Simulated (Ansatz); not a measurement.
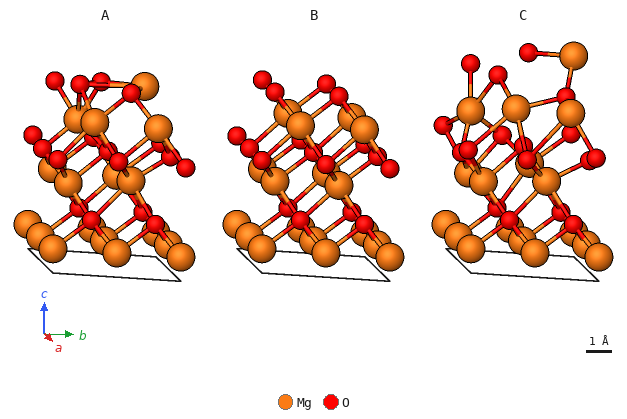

Molecular dynamics of a slab of MgO(111) (24 atoms in the cell), 260 fs long. 3 frames in shuffled order; frame B is the first. A ball-and-stick model of the simulation cell, with the vacuum cut short, seen slightly off an axis. Atoms are followed out of the cell. Bonds to atoms that aren't drawn are left out.

Level of theory: DFT PBEsol, scalar-relativistic, plane waves, PAW in Ansatz 0.2.0. Run with plane-wave cutoff 420 eV; k-point mesh 2 × 2 × 1; Fermi-Dirac smearing 0.02 eV; 8 atoms held fixed; constant energy (NVE); velocities drawn for 1800 K; time step 1 fs.

**Put the frames in order of time.**

B, A, C, at 0 fs, 124 fs, 260 fs; the root-mean-square distance from the start grows as 0.00, 0.50, 1.00 Å. Root-mean-square distances from the starting positions over the second half, with the common drift of all atoms taken out: Mg 1.00 Å, O 0.61 Å. That is a large part of the typical shortest distance between atoms in the first frame, about 2.0 Å and still growing: the atoms leave their places as in a liquid, so the crystal loses its order. Bond changes: one O–O bond forms at about 115 fs.

Limits of the set-up: the k-point mesh is coarse for a cell with partly filled bands.

Cost: 18 min on 2 threads of Intel(R) Xeon(R) Platinum 8488C (Sapphire Rapids) (shared host), peak memory 1.1 GiB.

PAW datasets: the set soft_1.
